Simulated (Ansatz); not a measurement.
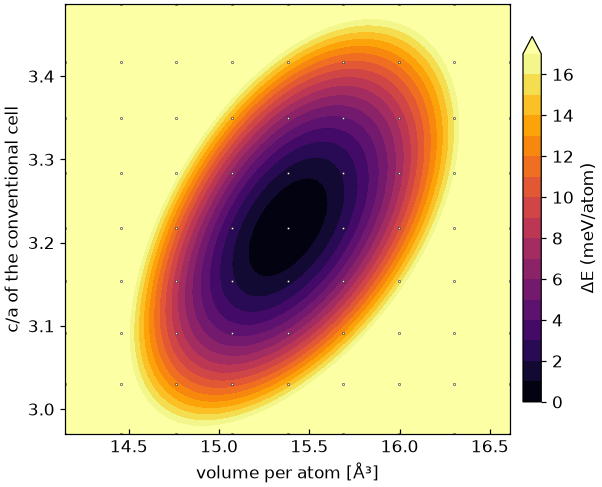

SnO₂ (P6_3/mmc, No. 194; 6 atoms in the cell). 
- The energy is mapped over volume and the cell's shape.
- Coordinates scanned: (1) volume per atom; (2) c/a of the conventional cell.
- Nothing is relaxed (fractional coordinates fixed).
- Grid: 9 × 9 points.
- Points are written as (first, second).
- All energies are given in meV/atom relative to the lowest grid point.
- All numbers below come from Ansatz 0.2.0, DFT PBE+D3(BJ), scalar-relativistic, plane waves, PAW. Settings: cutoff 520 eV, k-mesh 12×12×4 in the order of the run's cell vectors, gaussian smearing 0.05 eV, no spin polarisation.

Drawn: filled contours, dots at the grid points, one colour for all values above the top of the scale. Between grid points the surface is interpolated.

Q: Where is the minimum, and how stiff is the well along each coordinate?

A: The interpolated minimum is at volume per atom ≈ 15.379 Å³, c/a of the conventional cell ≈ 3.218. The curvatures there are about 0.33 eV/(Å³)² and 4.6 eV, with a cross term of about −0.64 eV/Å³ (per cell of 6 atoms). Round the minimum the valley is somewhat tilted: raising volume per atom shifts the best value of c/a of the conventional cell upwards (coupling k₁₂/√(k₁₁k₂₂) about −0.5).
